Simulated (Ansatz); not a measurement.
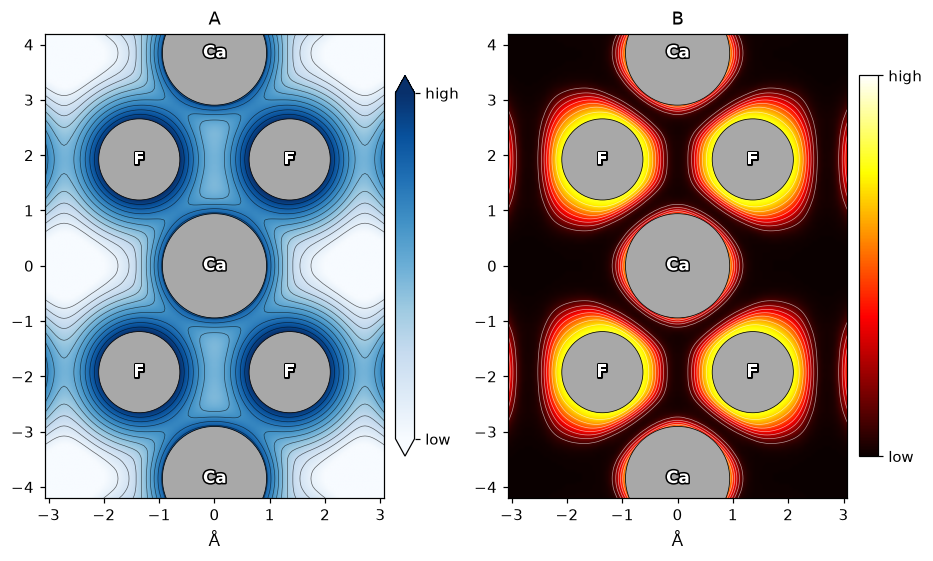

CaF₂: 2 fields on the (110) plane of the conventional cell, with unlabelled colour scales. Grey discs cover the atomic cores.

Space group Fm-3m; started from the measured structure prototype, which need not be the ambient phase.

These are results of DFT, dielectric-dependent PBE0 (fraction 1/eps_inf of PBE), plane waves, PAW in Ansatz, not measurements.

```
Ca F
1.0
     5.43919    0.00000    0.00000
     0.00000    5.43919    0.00000
     0.00000    0.00000    5.43919
Ca F
4 8
Direct
  0.00000 0.00000 0.00000
  0.50000 0.50000 0.00000
  0.50000 0.00000 0.50000
  0.00000 0.50000 0.50000
  0.25000 0.25000 0.25000
  0.75000 0.75000 0.25000
  0.75000 0.25000 0.75000
  0.25000 0.75000 0.75000
  0.75000 0.25000 0.25000
  0.25000 0.75000 0.25000
  0.25000 0.25000 0.75000
  0.75000 0.75000 0.75000
```

Question: The panels show electron localisation function and valence pseudo-density in some order. Assign them.

Answer: Panel A: valence pseudo-density. Panel B: electron localisation function. From the grid: Ca–F (2.36 Å): ρ is about 0.22 e/Å³ halfway; the ELF is about 0.05 at the midpoint (a closed-shell, largely ionic contact).
